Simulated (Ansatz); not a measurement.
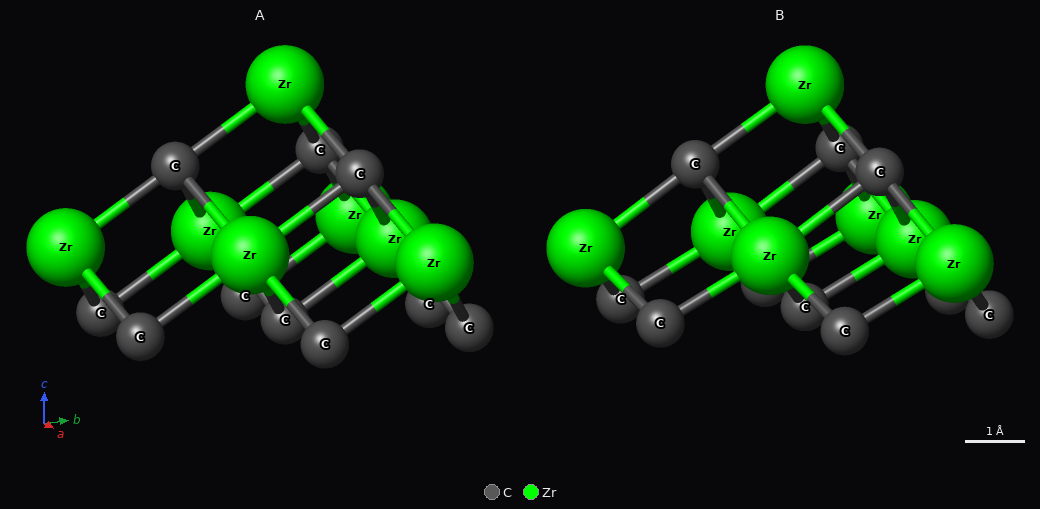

Two geometries of a slab of composition Zr₄C₅ (cut from the Fm-3m phase), drawn at one scale. One is the start of a relaxation, the other its converged end. A ball-and-stick model of the atoms within 4.2 Å of the atom that moves most (axes of the 2 × 2 repeat of the cell, outlined in the plane, without the vacuum), seen slightly off an axis.

Theory: Ansatz, DFT r2SCAN, scalar-relativistic, plane waves, PAW. Settings: plane-wave cutoff 500 eV; k-point mesh 12 × 12 × 1; occupations gaussian; smearing width 0.1 eV; no spin polarisation; dipole correction; atoms relaxed in a fixed cell; force threshold 0.02 eV/Å; at most 60 steps.

Which geometry has the lower energy?

Answer. Structure B is the relaxed one. Case: (1 1 1) slab, atoms relaxed. The slab is the (1 1 1) face of ZrC. After 5 geometry steps the energy has fallen by 0.392 eV per cell of the calculation. The largest force component goes from 1.5 to 0.0015 eV/Å. The largest moves relative to the layer's centre, 0.23 Å, are those of C atoms. Largest moves by element: C 0.23 Å, Zr 0.01 Å. The cell doesn't change. Near-neighbour distances that change, for instance: C–Zr 2.356 → 2.225 Å, C–Zr 2.356 → 2.380 Å, C–Zr 2.356 → 2.338 Å, Zr–Zr 3.332 → 3.340 Å. Bond angles that change, for instance: Zr–C–Zr 90.0° → 97.0°, C–Zr–C 90.0° → 97.0°, C–Zr–C 180.0° → 174.1°.
